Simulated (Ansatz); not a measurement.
## Electronic structure of SiGe5 in real space

```
CELL_PARAMETERS angstrom
3.98435 0.00000 0.00000
-1.99218 3.45055 0.00000
0.00000 0.00000 9.72984
ATOMIC_POSITIONS crystal
Si 0.00000 0.00000 0.99991
Ge 0.66667 0.33333 0.66810
Ge 0.33333 0.66667 0.33155
Ge 0.66667 0.33333 0.92078
Ge 0.33333 0.66667 0.58333
Ge 0.00000 0.00000 0.24633
```

Space group P3m1; started from the ordered alloy on diamond lattice prototype, which need not be the ambient phase.

Level of theory: DFT, r2SCAN, plane waves, PAW in Ansatz 0.2.0.

The density is the valence pseudo-density of a PAW calculation; it isn't the true density close to the nuclei.

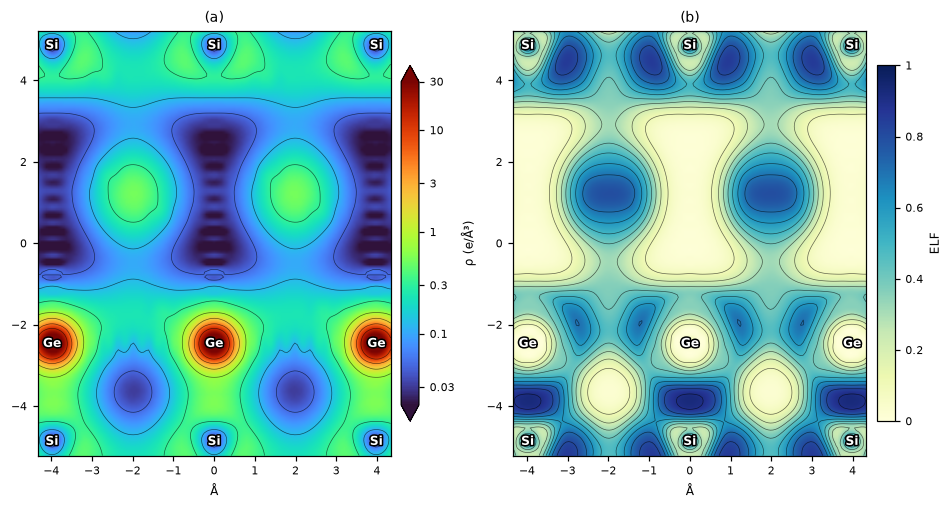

Figure 1. (a) valence electron density; (b) electron localisation function on the (100) plane of the conventional cell.

Q: What does the map show?

A: The section cuts through Si and Ge sites.
Si–Ge (2.40 Å): the density is about 0.55 e/Å³ at the midpoint; the ELF peaks at about 0.95 between the atoms; a shared electron pair.
Between the atoms the lowest density in this plane is 0.004 e/Å³.

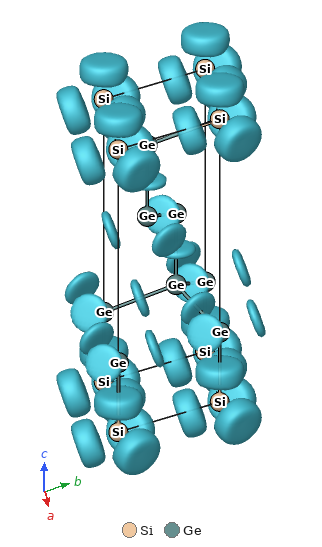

Figure 2. Isosurface of the ELF at 0.7 (cyan), seen at an oblique angle. Only the valence region is drawn (cores and ρ < 0.01 e/Å³ removed). Sticks mark near contacts.

Q: What do the ELF domains correspond to?

A: At this value the surface marks out eight regions between bonded Ge–Ge atoms (shared pairs) and four regions between bonded Ge–Si atoms (shared pairs), counted in one cell of 6 atoms. Regions shared between cells count once.


 Ge–Ge (2.44 Å): the ELF peaks at about 0.80 between the atoms; localised, covalent bonding.

Q: Does the calculation make it a metal, or give it a gap?

A: It is gapped, with a Kohn–Sham gap of 0.64 eV on the k-point mesh, an upper bound to the gap of this method.
